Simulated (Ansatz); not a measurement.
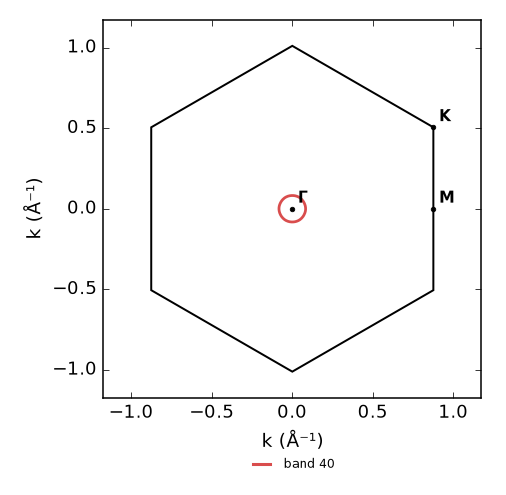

Constant-energy contours of a single layer of Bi$_{2}$Se$_{3}$ (space group of the slab cell P-3m1), 0.20 eV above the conduction-band minimum (one colour a band).

Level of theory: DFT PBE, scalar-relativistic, plane waves, PAW; levels and slopes on a dense k mesh at the converged density in Ansatz. No spin polarisation. Mesh 54×54×1, interpolated with the band slopes. Unrelaxed database geometry.

Masses come from a second pass at points close to the extrema; at the energies drawn a band may no longer be parabolic.

> Describe the band extrema that these surfaces surround.

Band 40 forms the conduction edge. Within this energy: one minimum at Γ, mass 0.11 mₑ in all directions. Further from the edge, not drawn: six equivalent minima on the Γ–M line, 0.82 eV above the edge, principal masses 0.16 and 4.45 mₑ; three equivalent minima at M, 0.83 eV above the edge, nearly flat in one direction, with mass 0.17 mₑ across.

> And the gap?

The gap is indirect, 0.87 eV at this level of theory (semilocal functionals give gaps that are too small, and can reorder valleys that lie close).

Spin-orbit coupling, left out here, can change the gap, its kind, the place of the band edges and the masses, since the compound holds Bi and Se.

Time for the whole run: 110 s on 2 threads of Arm Neoverse V2 (shared host), peak memory 1.7 GiB.
